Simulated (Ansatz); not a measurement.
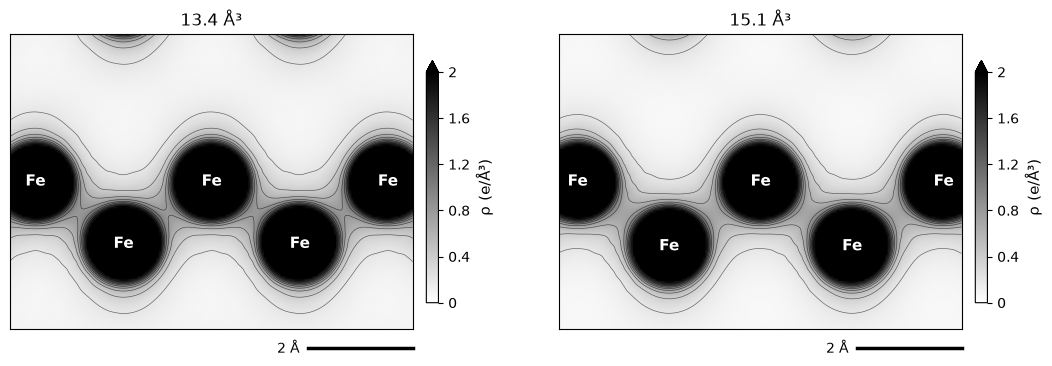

Fe. The valence charge density (pseudo) of cells scaled evenly to different volumes (given per atom above each panel), on the (11̄0) plane of each (indices in the axes of the cell below), at one length scale and on one colour scale.

A generated structure, not necessarily the stable one; computed without spin polarisation.

These are results of DFT, LDA (PW92), plane waves (420 eV) with PAW, scalar-relativistic in Ansatz, not measurements.

The largest cell:

```
Fe
1.0
     0.00000    2.46964    2.46964
     2.46964    0.00000    2.46964
     2.46964    2.46964    0.00000
Fe
2
Direct
  0.12500 0.12500 0.12500
  0.87500 0.87500 0.87500
```

| volume (Å³/atom) | Fe–Fe contact in the plane (Å) | ρ at its midpoint (e/Å³) | 
| --- | --- | --- |
| 13.45 | 2.059 | 0.819 | 
| 14.52 | 2.113 | ? | 
| 15.06 | 2.139 | 0.708 | 

**What values belong in the row with question marks?**

Over the known rows ln ρ falls by 1.82 per Å of Fe–Fe distance (the line through the two), which gives 0.742 e/Å³ at 2.113 Å; the calculation gives 0.745 e/Å³.
